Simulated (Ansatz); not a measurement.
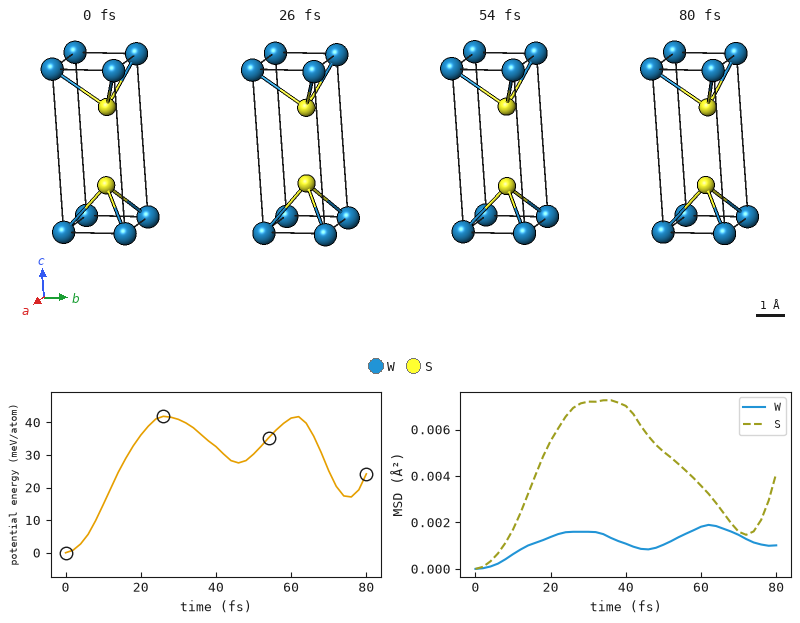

First-principles dynamics of a 3-atom cell of WS2 (built on the 3R (MoS2) bulk type), 80 fs long. Frames and the history of the run. A ball-and-stick model of the reduced simulation cell, seen slightly off an axis. Bonds to atoms that aren't drawn are left out. Lengths and directions refer to the drawn axes.

Theory: Ansatz 0.2.0, DFT, r2SCAN, plane waves, PAW. Set-up: plane-wave cutoff 500 eV; k-point mesh 6 × 6 × 6; Fermi-Dirac smearing 0.039 eV; Langevin thermostat (NVT); set temperature 450 K; time step 2 fs.

> Describe the run.

Over the second half the temperature averages 387 K (spread ±125 K). The potential energy in the second half lies on average 30.3 meV per atom above the first frame. Root-mean-square distances from the starting positions over the second half, with the common drift of all atoms taken out: S 0.06 Å, W 0.04 Å. The run lasts only 80 fs, too short to tell vibration from diffusion.

Cost: 4.7 min on 4 threads of Arm Neoverse N1, on a shared host, peak memory 0.64 GiB.
